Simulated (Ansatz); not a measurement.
**WS₂: geometry relaxation (part 3 of 3)**

Continued. System: WS₂ (3 atoms in the cell). Method: DFT PBE, scalar-relativistic, plane waves, PAW, no spin polarisation (Ansatz 0.2.0); cutoff 420 eV, 12×12×12 k-mesh, Gaussian smearing of 0.02 eV. The structure derives from a Materials Project entry.

Geometry of the input (Å; fractional positions):
```
1.5924  0.9194  6.4898
-1.5924  0.9194  6.4898
0.0000  -1.8388  6.4898
W  0.0007  0.0007  0.0007
S  0.4141  0.4141  0.4141
S  0.2539  0.2539  0.2539
```

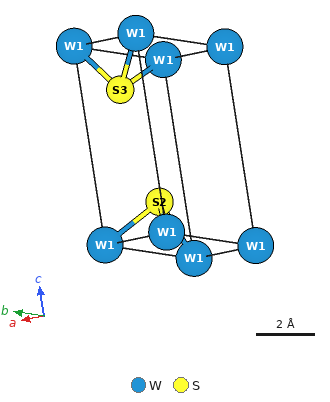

The geometry at step 6 of the log (ball-and-stick view of the reduced cell, seen at an oblique angle; atoms are numbered from 1 in the order of the input).

**Output, continued**
```
SCF iter   1: F=—  HF=-12191.441025 eV  |F-HF|=—  |Δ(HF+E_count)|=         —  Δρ=1.73e-4  dr2=1.62e-5  ethr=7.54e-8  ⟨swp⟩=3.0  Hψ=21300  notcnv=0
preconditioner: auto → none  [insulator: Δε(μ)=1.628 eV  Ē_g=8.679 eV  σ=0.020 eV  W_gap=1.00  n_scr=10 (ndim 8)  ℏωp=19.5 eV  f_vac=0.186  D(μ)=0.00/eV (n_scr^D=0)  ε∞_Penn≈6.0]
SCF iter   2: F=—  HF=-12191.440985 eV  |F-HF|=—  |Δ(HF+E_count)|=   4.05e-5  Δρ=8.47e-5  dr2=5.45e-6  ethr=6.23e-8  ⟨swp⟩=2.0  Hψ=4536  notcnv=0
SCF iter   3: F=—  HF=-12191.440986 eV  |F-HF|=—  |Δ(HF+E_count)|=   1.60e-6  Δρ=7.80e-5  dr2=1.32e-5  ethr=2.10e-8  ⟨swp⟩=2.0  Hψ=4570  notcnv=0  recentre
SCF iter   4: F=—  HF=-12191.440984 eV  |F-HF|=—  |Δ(HF+E_count)|=   1.99e-6  Δρ=2.66e-5  dr2=4.00e-7  ethr=2.10e-8  ⟨swp⟩=2.0  Hψ=4518  notcnv=0
SCF iter   5: F=-12191.440984 eV  HF=-12191.440984 eV  |F-HF|=2.28e-8  |Δ(HF+E_count)|=   1.13e-8  Δρ=4.47e-6  dr2=2.98e-8  ethr=1.33e-10  ⟨swp⟩=4.3  Hψ=14960  notcnv=0
SCF 11 converged in 5 iterations: F = -12191.440984 eV  dr2 = 2.98e-8
relax step  11: F+E_penalty+E_count = -12191.44098423 eV  Δ(F+E_penalty+E_count) = +1.496e-6 eV  max|allowed force component| = 7.136e-4 eV/Å  Δτ_max = 0.0019 Å  P = +0.002 GPa  Ω = 65.470 Å³  energy of the carried Pulay correction = -3.089e-4 eV  (5 SCF iters, dr2 threshold 3.45e-8 eV, accepted)
Crystal: 3 atoms, lattice volume = 65.778 Å³
iter 1 solved again at ethr=6.24e-7 eV; its pass at ethr=3.10e-3 eV (dr2=1.62e-4 eV) is discarded
SCF iter   1: F=—  HF=-12191.441000 eV  |F-HF|=—  |Δ(HF+E_count)|=         —  Δρ=5.31e-4  dr2=1.36e-4  ethr=6.24e-7  ⟨swp⟩=3.0  Hψ=21399  notcnv=0
preconditioner: auto → none  [insulator: Δε(μ)=1.636 eV  Ē_g=8.677 eV  σ=0.020 eV  W_gap=1.00  n_scr=10 (ndim 8)  ℏωp=19.4 eV  f_vac=0.190  D(μ)=0.00/eV (n_scr^D=0)  ε∞_Penn≈6.0]
SCF iter   2: F=—  HF=-12191.440975 eV  |F-HF|=—  |Δ(HF+E_count)|=   2.49e-5  Δρ=2.34e-4  dr2=1.79e-5  ethr=5.22e-7  ⟨swp⟩=2.0  Hψ=4604  notcnv=0
SCF iter   3: F=—  HF=-12191.440945 eV  |F-HF|=—  |Δ(HF+E_count)|=   2.99e-5  Δρ=1.14e-4  dr2=1.27e-5  ethr=6.89e-8  ⟨swp⟩=2.2  Hψ=4802  notcnv=0
SCF iter   4: F=—  HF=-12191.440947 eV  |F-HF|=—  |Δ(HF+E_count)|=   1.67e-6  Δρ=8.67e-5  dr2=1.94e-5  ethr=4.87e-8  ⟨swp⟩=2.0  Hψ=4533  notcnv=0
SCF iter   5: F=—  HF=-12191.440945 eV  |F-HF|=—  |Δ(HF+E_count)|=   2.14e-6  Δρ=3.64e-5  dr2=3.14e-6  ethr=4.87e-8  ⟨swp⟩=1.6  Hψ=3744  notcnv=0
SCF iter   6: F=—  HF=-12191.440944 eV  |F-HF|=—  |Δ(HF+E_count)|=   1.23e-6  Δρ=1.20e-5  dr2=3.81e-7  ethr=1.21e-8  ⟨swp⟩=2.1  Hψ=3640  notcnv=0
SCF iter   7: F=—  HF=-12191.440944 eV  |F-HF|=—  |Δ(HF+E_count)|=   3.66e-7  Δρ=2.18e-6  dr2=3.98e-9  ethr=1.47e-9  ⟨swp⟩=2.1  Hψ=4404  notcnv=0
SCF iter   8: F=—  HF=-12191.440944 eV  |F-HF|=—  |Δ(HF+E_count)|=  4.20e-10  Δρ=5.75e-7  dr2=2.30e-10  ethr=1.53e-11  ⟨swp⟩=2.4  Hψ=5000  notcnv=0
SCF iter   9: F=-12191.440944 eV  HF=-12191.440944 eV  |F-HF|=7.28e-12  |Δ(HF+E_count)|=  6.00e-11  Δρ=1.04e-7  dr2=4.49e-12  ethr=1.00e-12  ⟨swp⟩=6.1  Hψ=19383  notcnv=0
SCF 12 converged in 9 iterations: F = -12191.440944 eV  dr2 = 4.49e-12
relax step  12: F+E_penalty+E_count = -12191.44094403 eV  Δ(F+E_penalty+E_count) = +4.020e-5 eV  max|allowed force component| = 9.535e-4 eV/Å  Δτ_max = 0.0065 Å  P = +0.007 GPa  Ω = 65.778 Å³  energy of the carried Pulay correction = -3.608e-4 eV  (9 SCF iters, accepted)
Basis set: ecut = 420 eV, 1291 PW (Γ), FFT grids on a1−a3, a2−a3, a3, exchange–correlation on 48×48×108 points (8 copies of the dense FFT grid, shifted against one another)
iter 1 solved again at ethr=9.68e-7 eV; its pass at ethr=3.10e-3 eV (dr2=2.52e-4 eV) is discarded
SCF iter   1: F=—  HF=-12191.441070 eV  |F-HF|=—  |Δ(HF+E_count)|=         —  Δρ=1.13e-4  dr2=4.66e-7  ethr=9.68e-7  ⟨swp⟩=3.0  Hψ=28182  notcnv=0
eigensolver tolerance schedule: the retry pair's looser diagonalisation over-reported the residual by 539.16 of it (diagonalisation noise at 0.20 of the residual, at the tolerance the schedule requests for it); recorded, not acted on — ethr = c·dr2/N_el stays at c = 1.0e-1
preconditioner: auto → none  [insulator: Δε(μ)=1.635 eV  Ē_g=8.679 eV  σ=0.020 eV  W_gap=1.00  n_scr=10 (ndim 8)  ℏωp=19.4 eV  f_vac=0.189  D(μ)=0.00/eV (n_scr^D=0)  ε∞_Penn≈6.0]
SCF iter   2: F=—  HF=-12191.441244 eV  |F-HF|=—  |Δ(HF+E_count)|=   1.74e-4  Δρ=5.64e-5  dr2=1.14e-7  ethr=1.79e-9  ⟨swp⟩=3.4  Hψ=6873  notcnv=0
SCF iter   3: F=—  HF=-12191.441316 eV  |F-HF|=—  |Δ(HF+E_count)|=   7.13e-5  Δρ=1.13e-5  dr2=2.99e-7  ethr=4.38e-10  ⟨swp⟩=2.5  Hψ=5880  notcnv=0  recentre
SCF iter   4: F=—  HF=-12191.441316 eV  |F-HF|=—  |Δ(HF+E_count)|=   3.99e-8  Δρ=3.84e-6  dr2=3.29e-9  ethr=4.38e-10  ⟨swp⟩=2.0  Hψ=4509  notcnv=0
SCF iter   5: F=—  HF=-12191.441316 eV  |F-HF|=—  |Δ(HF+E_count)|=   2.32e-7  Δρ=1.13e-6  dr2=9.67e-10  ethr=1.27e-11  ⟨swp⟩=2.0  Hψ=4798  notcnv=0
SCF iter   6: F=—  HF=-12191.441316 eV  |F-HF|=—  |Δ(HF+E_count)|=   1.25e-8  Δρ=6.08e-7  dr2=4.68e-10  ethr=3.72e-12  ⟨swp⟩=2.2  Hψ=4576  notcnv=0
SCF iter   7: F=—  HF=-12191.441316 eV  |F-HF|=—  |Δ(HF+E_count)|=   2.38e-9  Δρ=2.63e-7  dr2=6.78e-11  ethr=1.80e-12  ⟨swp⟩=1.6  Hψ=3392  notcnv=0
SCF iter   8: F=-12191.441316 eV  HF=-12191.441316 eV  |F-HF|=2.00e-11  |Δ(HF+E_count)|=  4.82e-10  Δρ=5.72e-8  dr2=1.71e-12  ethr=1.00e-12  ⟨swp⟩=7.5  Hψ=16519  notcnv=0
SCF 13 converged in 8 iterations: F = -12191.441316 eV  dr2 = 1.71e-12
relax step  13: F+E_penalty+E_count = -12191.44131609 eV  Δ(F+E_penalty+E_count) = -3.721e-4 eV  max|allowed force component| = 7.821e-4 eV/Å  Δτ_max = 0.0000 Å  P = +0.004 GPa  Ω = 65.778 Å³  stress off target by 9.63e-3 GPa  SCF on the basis re-selected at this cell (its energy is not comparable with the rows above)  (8 SCF iters)
basis re-selected at this cell: Δ(F+E_penalty+E_count) = -3.721e-4 eV, ΔP = -0.003 GPa vs the last step (what re-selecting the basis moved, of the pressure what is left beyond the Pulay correction that the steps carried, after the strain that the cell walked since its last selection, with what the two solves' SCF thresholds leave and, on support functions, any second-order correction that the steps lacked; it is no measure of the basis error at this ecutwfc). The dense FFT grid was sized anew with the basis: this SCF ran on 24×24×54 points, the steps before it on 24×24×50, so part of this shift can come from that change (see relax.cell in the input reference). This SCF's stress stands 9.63e-3 GPa from its target on what of the cell is left free (relax.cell.stress_tol is 5.00e-2 GPa) and its largest allowed force component is 7.82e-4 eV/Å (relax.f_tol is 5.00e-3 eV/Å): within both
SCF converged after 8 iterations
Free energy (F): -12191.441316 eV
Harris-Foulkes:  -12191.441316 eV  (|F-HF|=2.00e-11)
Internal energy: -12191.441316 eV  (E = F + TS)
E sigma→0 (E₀):  -12191.441316 eV
Fermi energy:    8.878139 eV
--- Per-component energies (eV) ---
  E_band       = -268.583397
  E_kinetic    = 664.996660
  E_local      = -2741.822703  (includes V_loc(G=0)·N_el)
  E_nonlocal   = 57.246714
  E_hartree    = 1150.168199
  E_xc         = -461.640573
  E_vxc        = -414.319964  (∫ρ·V_xc dr)
  E_paw        = -9763.056601  (= ΣΔE_a)
  E_vpaw       = -135.020460  (= ΣTr[D̂ρ^β])
  E_aug_tail   = -0.000059  (compensation charges beyond the density's cutoff)
  E_ewald      = -1097.332952
  E_smearing   = -0.000000  (= −TS)
  E_closure    = 0.000000  (closes the sum)
  Σ components = -12191.441316   (vs F -12191.441316, Δ=0.00e0)
--- Forces (eV/Å), atoms counted from 1 ---
  atom   1  W      0.00000000     0.00000000     0.00008936
  atom   2  S      0.00000000     0.00000000     0.00069191
  atom   3  S      0.00000000    -0.00000000    -0.00078254
  max |Σ_I F_I| component: 1.27e-6 eV/Å
--- Stress (GPa, compression-positive) ---
        0.001720       0.000000       0.000000
        0.000000       0.001720       0.000000
        0.000000       0.000000       0.009626
  P = ⅓ Tr σ = 0.0044 GPa (0.044 kbar)
--- Band table (eV; the first three rows and the last of 189) ---
  k-point 0: bands = ["-66.0759", "-30.3479", "-30.1999", "-30.1999", "-6.8435", "-5.1973", "1.5044", "5.0486", "5.0486", "6.0689", "6.2718", "6.2718", "7.6611", "10.7584", "10.7584", "10.9143", "10.9143"]
  k-point 1: bands = ["-66.0748", "-30.3439", "-30.2223", "-30.2051", "-6.7301", "-5.1565", "1.6415", "4.7527", "5.1597", "5.5287", "6.0936", "6.5951", "7.6362", "10.5823", "10.6809", "10.8141", "10.9693"]
  k-point 2: bands = ["-66.0718", "-30.3329", "-30.2830", "-30.2193", "-6.4073", "-5.0404", "2.0121", "4.0667", "4.8227", "5.4661", "5.6777", "6.6157", "7.4534", "10.1050", "10.5970", "10.7504", "11.4534"]
  k-point 188: bands = ["-66.0759", "-30.3479", "-30.1999", "-30.1999", "-6.8291", "-5.2285", "1.6515", "5.0480", "5.0480", "5.5311", "6.2732", "6.2732", "8.0609", "10.7638", "10.7638", "10.9063", "10.9063"]
--- Relaxed structure (11 steps of the walk, 11 accepted, 2 SCFs on fresh bases) ---
  F+E_penalty+E_count = -12191.44131609 eV   max|allowed force component| = 7.821e-4 eV/Å   (the final SCF, on the basis selected at the relaxed cell)
  cell:  # Å, volume = 65.7775 Å³
    - [1.5938736630366774, 0.9202233884276758, 7.474449369560205]
    - [-1.5938736630366774, 0.9202233884276758, 7.474449369560205]
    - [3.659501545343013e-17, -1.8404467767977661, 7.474449369567294]
  atoms:
    - { symbol: W, position: [0.0006774491217712878, 0.0006774491217712878, 0.0006774491217712878] }
    - { symbol: S, position: [0.4040742702523307, 0.4040742702523307, 0.40407427025233067] }
    - { symbol: S, position: [0.2639482806258981, 0.26394828062589804, 0.2639482806258981] }
```

**Trajectory as extended XYZ (Å, eV, eV/Å), 13 frames, from step=1 to step=13**
```
3
Lattice="1.5924 0.9194 6.4898 -1.5924 0.9194 6.4898 0.0000 -1.8388 6.4898" Properties=species:S:1:pos:R:3:forces:R:3 step=1 energy=-12191.42009 pressure_GPa=1.79
W     0.0000    0.0000    0.0130    0.0000   0.0000   0.0054
S     0.0000    0.0000    8.0625    0.0000   0.0000   0.1995
S     0.0000    0.0000    4.9437    0.0000   0.0000  -0.2049
3
Lattice="1.5963 0.9216 6.6597 -1.5963 0.9216 6.6597 0.0000 -1.8433 6.6597" Properties=species:S:1:pos:R:3:forces:R:3 step=2 energy=-12191.43047 pressure_GPa=-0.17
W     0.0000    0.0000    0.0135    0.0000   0.0000  -0.0002
S     0.0000    0.0000    8.2440    0.0000   0.0000  -0.0557
S     0.0000    0.0000    5.1026    0.0000   0.0000   0.0559
3
Lattice="1.5955 0.9211 6.8359 -1.5955 0.9211 6.8359 0.0000 -1.8423 6.8359" Properties=species:S:1:pos:R:3:forces:R:3 step=3 energy=-12191.43547 pressure_GPa=-0.08
W     0.0000    0.0000    0.0139    0.0000   0.0000  -0.0012
S     0.0000    0.0000    8.4203    0.0000   0.0000  -0.0257
S     0.0000    0.0000    5.2793    0.0000   0.0000   0.0269
3
Lattice="1.5931 0.9198 7.0773 -1.5931 0.9198 7.0773 0.0000 -1.8395 7.0773" Properties=species:S:1:pos:R:3:forces:R:3 step=4 energy=-12191.43830 pressure_GPa=0.39
W     0.0000    0.0000    0.0144    0.0000   0.0000  -0.0010
S     0.0000    0.0000    8.6605    0.0000   0.0000   0.0502
S     0.0000    0.0000    5.5229    0.0000   0.0000  -0.0493
3
Lattice="1.5950 0.9209 7.1639 -1.5950 0.9209 7.1639 0.0000 -1.8417 7.1639" Properties=species:S:1:pos:R:3:forces:R:3 step=5 energy=-12191.43872 pressure_GPa=-0.05
W     0.0000    0.0000    0.0145    0.0000   0.0000   0.0015
S     0.0000    0.0000    8.7483    0.0000   0.0000   0.0057
S     0.0000    0.0000    5.6088    0.0000   0.0000  -0.0072
3
Lattice="1.5932 0.9199 7.2067 -1.5932 0.9199 7.2067 0.0000 -1.8397 7.2067" Properties=species:S:1:pos:R:3:forces:R:3 step=6 energy=-12191.43874 pressure_GPa=-0.01
W     0.0000    0.0000    0.0146    0.0000   0.0000  -0.0001
S     0.0000    0.0000    8.7938    0.0000   0.0000  -0.0210
S     0.0000    0.0000    5.6489    0.0000   0.0000   0.0211
3
Lattice="1.5940 0.9203 7.2145 -1.5940 0.9203 7.2145 0.0000 -1.8406 7.2145" Properties=species:S:1:pos:R:3:forces:R:3 step=7 energy=-12191.43877 pressure_GPa=0.00
W     0.0000    0.0000    0.0147    0.0000   0.0000   0.0000
S     0.0000    0.0000    8.8000    0.0000   0.0000  -0.0003
S     0.0000    0.0000    5.6583    0.0000   0.0000   0.0003
3
Lattice="1.5940 0.9203 7.2145 -1.5940 0.9203 7.2145 0.0000 -1.8406 7.2145" Properties=species:S:1:pos:R:3:forces:R:3 step=8 energy=-12191.44072 pressure_GPa=0.03
W     0.0000    0.0000    0.0147    0.0000   0.0000   0.0000
S     0.0000    0.0000    8.8000    0.0000   0.0000  -0.0008
S     0.0000    0.0000    5.6583    0.0000   0.0000   0.0008
3
Lattice="1.5936 0.9201 7.3254 -1.5936 0.9201 7.3254 0.0000 -1.8402 7.3254" Properties=species:S:1:pos:R:3:forces:R:3 step=9 energy=-12191.44096 pressure_GPa=0.12
W     0.0000    0.0000    0.0149    0.0000   0.0000  -0.0003
S     0.0000    0.0000    8.9107    0.0000   0.0000   0.0163
S     0.0000    0.0000    5.7700    0.0000   0.0000  -0.0160
3
Lattice="1.5939 0.9202 7.4255 -1.5939 0.9202 7.4255 0.0000 -1.8405 7.4255" Properties=species:S:1:pos:R:3:forces:R:3 step=10 energy=-12191.44099 pressure_GPa=0.07
W     0.0000    0.0000    0.0151    0.0000   0.0000   0.0001
S     0.0000    0.0000    9.0109    0.0000   0.0000   0.0135
S     0.0000    0.0000    5.8702    0.0000   0.0000  -0.0134
3
Lattice="1.5939 0.9202 7.4392 -1.5939 0.9202 7.4392 0.0000 -1.8405 7.4392" Properties=species:S:1:pos:R:3:forces:R:3 step=11 energy=-12191.44098 pressure_GPa=0.00
W     0.0000    0.0000    0.0151    0.0000   0.0000  -0.0003
S     0.0000    0.0000    9.0254    0.0000   0.0000  -0.0005
S     0.0000    0.0000    5.8833    0.0000   0.0000   0.0007
3
Lattice="1.5939 0.9202 7.4744 -1.5939 0.9202 7.4744 0.0000 -1.8404 7.4744" Properties=species:S:1:pos:R:3:forces:R:3 step=12 energy=-12191.44094 pressure_GPa=0.01
W     0.0000    0.0000    0.0152    0.0000   0.0000   0.0001
S     0.0000    0.0000    9.0607    0.0000   0.0000   0.0009
S     0.0000    0.0000    5.9186    0.0000   0.0000  -0.0010
3
Lattice="1.5939 0.9202 7.4744 -1.5939 0.9202 7.4744 0.0000 -1.8404 7.4744" Properties=species:S:1:pos:R:3:forces:R:3 step=13 energy=-12191.44132 pressure_GPa=0.00
W     0.0000    0.0000    0.0152    0.0000   0.0000   0.0001
S     0.0000    0.0000    9.0607    0.0000   0.0000   0.0007
S     0.0000    0.0000    5.9186    0.0000   0.0000  -0.0008
```

**Key numbers**

```tsv
quantity	value
outcome	converged
space group (tolerance 0.01 Å)	R3m (160)
electrons treated	26
free energy	−12191.4413 eV
Fermi energy	8.878 eV
gap on the k-point mesh	1.64 eV
pressure	0.00 GPa
final volume	65.78 Å³
largest force (length of the vector) at the end	0.001 eV/Å
final cell	a = 7.698 Å, b = 7.698 Å, c = 7.698 Å, α = 23.90°, β = 23.90°, γ = 23.90°
hardware	4 threads of Intel Xeon (Granite Rapids), 32 GiB of memory available, shared host
wall time	34 s (CPU time 2.2 min)
peak memory	0.62 GiB
```

**Notes**

Spin–orbit coupling is left out, which matters for W.
